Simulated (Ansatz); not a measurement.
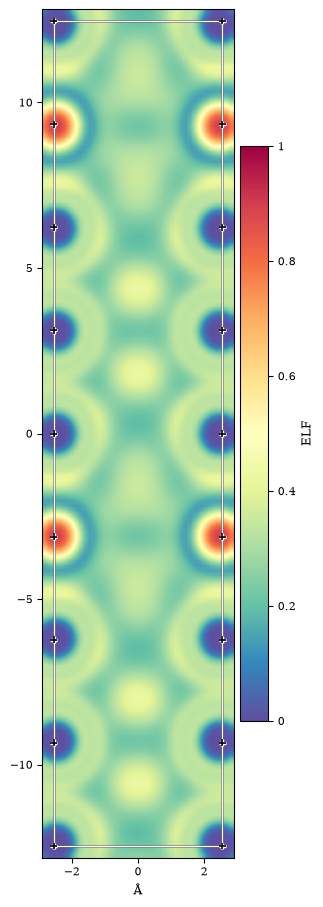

The electron localisation function on a plane through atoms (crosses mark nuclei in the plane).

Method: DFT PBEsol, scalar-relativistic, plane waves, PAW (Ansatz 0.2.0).

Candidates:
A. MnSn3, a = 5.09 Å, b = 5.09 Å, c = 24.92 Å, α = 90.00°, β = 90.00°, γ = 120.00°. Space group Fm-3m; started from the BiF3 (D0_3) prototype, which need not be the ambient phase; spin-polarised.
B. SnSe2, a = 3.82 Å, b = 3.82 Å, c = 6.15 Å, α = 90.00°, β = 90.00°, γ = 120.00°. Space group P-3m1; a structure from a database of computed crystals, not necessarily the ambient phase.
C. Cu, a = 2.52 Å, b = 2.52 Å, c = 8.24 Å, α = 90.00°, β = 90.00°, γ = 120.00°. Space group P6₃/mmc; a structure from a database of computed crystals, not necessarily the ambient phase; computed without spin polarisation.

### Which system is this?

Candidate A: MnSn3 on the (010) plane of the cell of the magnetic structure, which holds Sn and Mn. Sn–Sn (3.11 Å): the ELF is about 0.35 at the midpoint. Mn–Sn (3.11 Å): the ELF is about 0.40 at the midpoint.
